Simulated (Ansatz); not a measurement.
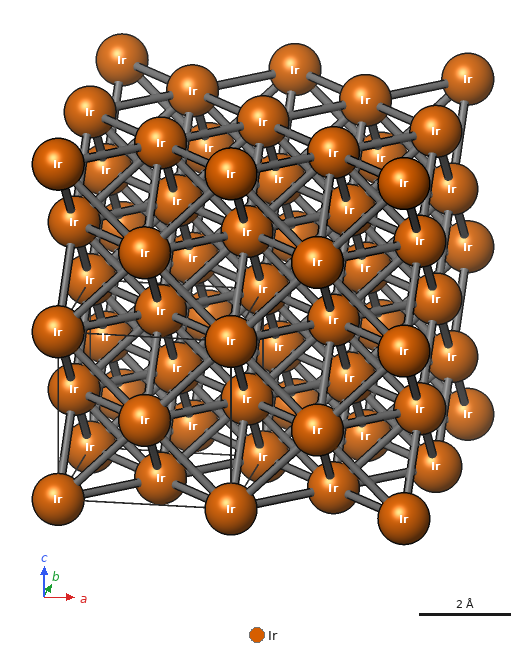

This is a crystal of Ir (set up in Fm-3m). The picture is a ball-and-stick view of the conventional cell (4 times the calculation's cell), repeated 2 × 2 × 2 with one cell outlined, seen from a free direction. Lengths and directions refer to the drawn axes.

Theory: Ansatz 0.2.0, DFT PBE, scalar-relativistic, plane waves, PAW. (plane-wave cutoff 420 eV; k-point mesh 18 × 18 × 18; occupations gaussian; smearing width 0.1 eV; no spin polarisation)

The variant: The crystal is put under a hydrostatic pressure of 50 GPa. Cell and atoms are relaxed at that pressure.

Input
```yaml
crystal:
  lattice:
    - [0.0, 1.8639646941, 1.8639646941]
    - [1.8639646941, 0.0, 1.8639646941]
    - [1.8639646941, 1.8639646941, 0.0]
  atoms:
    - { symbol: Ir, position: [0.0, 0.0, 0.0] }
basis:
  ecutwfc: 420
kpoints:
  mp_grid: { grid: [18, 18, 18] }
hamiltonian:
  xc: pbe
scf:
  occupations: { method: gaussian, width: 0.1 }
output:
  forces: true
  stress: true
  eigenvalues: true
relax:
  adjacent_minimum: "off"
  f_tol: 0.008
  max_steps: 50
  cell: { stress_tol: 0.08, p_target: 50.0 }
```

Command:
```bash
ansatz run input.yaml --threads 1 --pin off --max-ram 2560MiB --backend cpu --events-out ev --progress --plain --runs-dir out
```

### What is the effect?

The drawn cell changes as follows: a = b = c 3.871 → 3.732 Å (−3.6 %); the volume changes by −10.3 %. The atoms keep their places relative to the cell (all moves are under 0.005 Å). Some distances before and after: Ir–Ir 2.737 → 2.639 Å. The space group stays Fm-3m (No. 225). Energy change: +209 meV per atom. The pressure goes from 0.0 to 50.0 GPa. Both are metals.

Drawn alike, the variant:

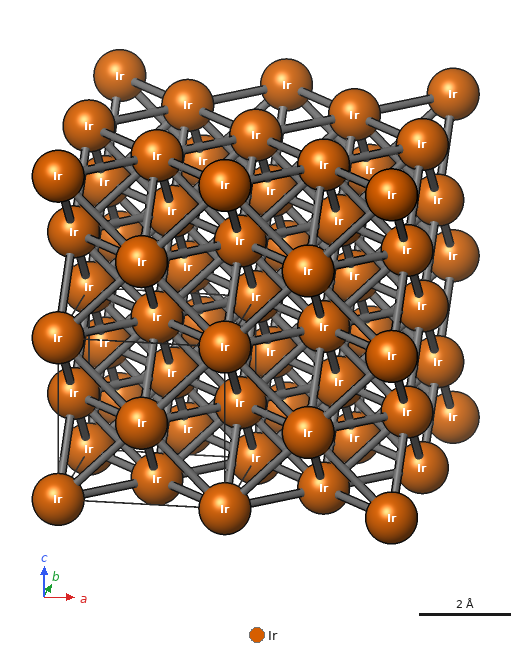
